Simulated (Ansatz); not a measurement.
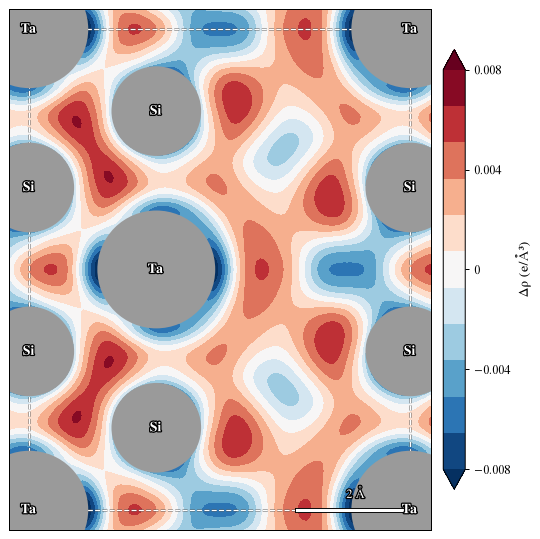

TaSi2: difference of two self-consistent densities at the same geometry, ρ(r2SCAN) − ρ(PBE), on the (110) plane of the conventional cell. Grey discs cover the cores, where the PAW densities can't be compared. Cores are masked to 1.0 Å (Ta) and 0.8 Å (Si).

Space group P6_422. Spin-orbit coupling, left out here, splits and shifts the levels of such heavy elements, by tenths of an eV up to several eV.

Both runs: Ansatz, scalar-relativistic, plane waves and PAW, same cutoff, k-points and PAW files (made with PBE).

```xyz
9
Lattice="4.7839 0.0000 0.0000 -2.3920 4.1430 0.0000 0.0000 0.0000 6.5700" Properties=species:S:1:pos:R:3 pbc="T T T"
Ta    2.3920    0.0000    0.0000
Ta    1.1960    2.0715    4.3800
Ta   -1.1960    2.0715    2.1900
Si    0.0000    1.3172    0.0000
Si    3.6432    0.6586    4.3800
Si    1.2512    3.4844    2.1900
Si    2.3920    2.8258    0.0000
Si   -1.2512    3.4844    4.3800
Si    1.1407    0.6586    2.1900
```

### What differs between the two levels of theory?

Against PBE, and outside the masked cores, the largest gain, 0.007 e/Å³, lies 1.4 Å from a silicon nucleus and 1.8 Å from a tantalum one, and the largest loss lies at the edge of the masked core of Ta.
- Bader charges are Ta +0.86 and Si −0.43 e with PBE and Ta +0.96 and Si −0.48 e with r2SCAN. Among metals such charges hang on how the charge between the atoms is shared out.
- At this volume the pressure is 2 GPa with PBE and −1 GPa with r2SCAN.
